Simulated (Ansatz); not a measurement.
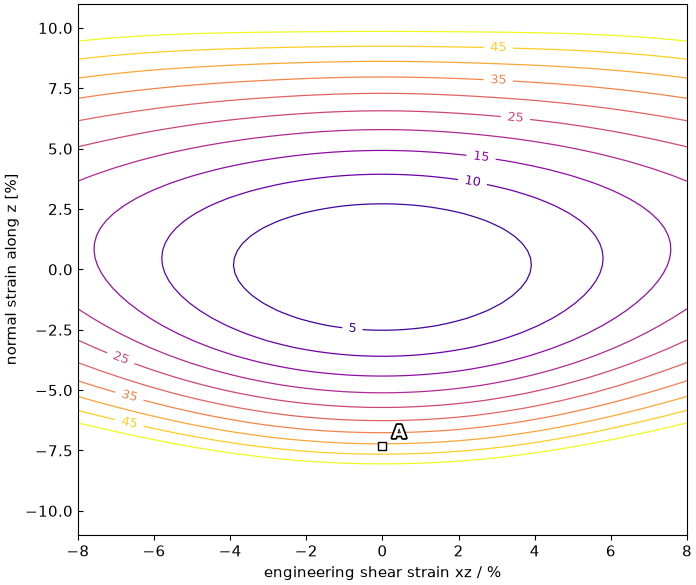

GaSb₃ (Fm-3m, No. 225; 4 atoms in the cell). The energy is mapped over two homogeneous strains (x, y and z along the cube axes). Coordinates scanned: (1) engineering shear strain xz; (2) normal strain along z. Nothing is relaxed (fractional coordinates fixed). The scan uses a 7 × 7 grid; 28 points were computed and 21 follow by symmetry. Points are written as (first, second). Energies: meV/atom, counted from the lowest grid point. These are results of DFT LDA, scalar-relativistic, plane waves, PAW (Ansatz), not measurements. Settings: cutoff 420 eV, k-mesh 10×10×10, gaussian smearing 0.15 eV, no spin polarisation.

Drawn: contour lines labelled in meV/atom (none above 50), the point A. Between grid points the surface is interpolated.

### Is A at rest? If not, where is it pushed?

A, at (0.0 %, −7.3 %), is not a stationary point. The computed force is nearly zero along engineering shear strain xz and 11 meV/atom for each 1 % towards larger values of normal strain along z.

PAW datasets: the set soft_1.
